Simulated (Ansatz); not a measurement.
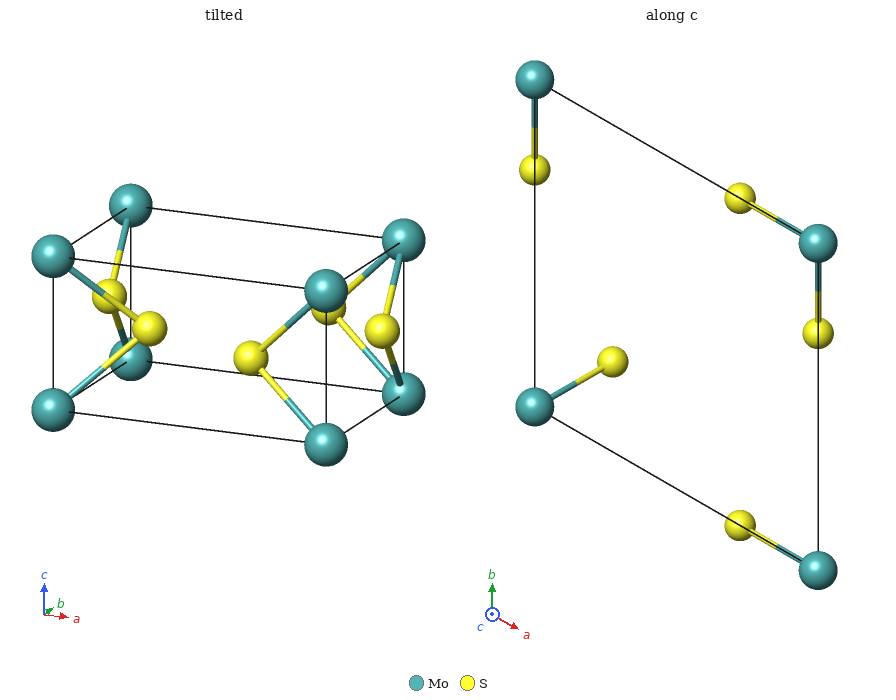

Crystal structure, ball-and-stick style, seen slightly off an axis and along the c axis. The edges of the conventional unit cell are marked. Cell: a = 6.83 Å, b = 6.83 Å, c = 2.88 Å, α = 90.00°, β = 90.00°, γ = 120.00°.

The model was built from a random cell made by a generator, so it need not be a real form of the compound. Earlier steps of the study may have refined or changed the cell and positions. It went into a calculation with Ansatz.

Question: State composition, symmetry and coordination.

Answer: The stoichiometry is MoS₃. Its lattice is primitive hexagonal, its space group P-62m (No. 189). Content of the cell: 1 Mo, 3 S (Z = 1). Mo is linked to six S in a distorted trigonal prismatic arrangement at about 2.4 Å. The neighbours of S are two Mo in a bent arrangement at about 2.4 Å. Not all metal-metal contacts are counted. The bonds build MoS3 chains along [001].

Computational set-up: DFT PBE, scalar-relativistic, plane waves, PAW in Ansatz 0.2.0, a 420 eV plane-wave basis, a 12×12×16 grid in reciprocal space, Gaussian smearing of 0.1 eV, no spin polarisation.

Question: Is it conducting or gapped at this level?

Answer: A semiconductor at this level, with a gap of 0.05 eV, indirect.

Question: List the Bader charges.

Answer: Mo +1.44 e; S -0.48 e.

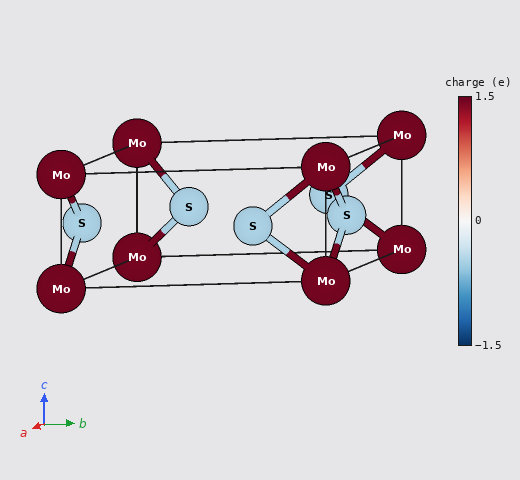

The atoms coloured by those charges. The run's cell of 4 atoms is drawn.

Question: Are forces and stress small enough to call this relaxed?

Answer: Yes. All forces vanish to within 0.01 eV/Å. The pressure is 0.0 GPa, close to zero.
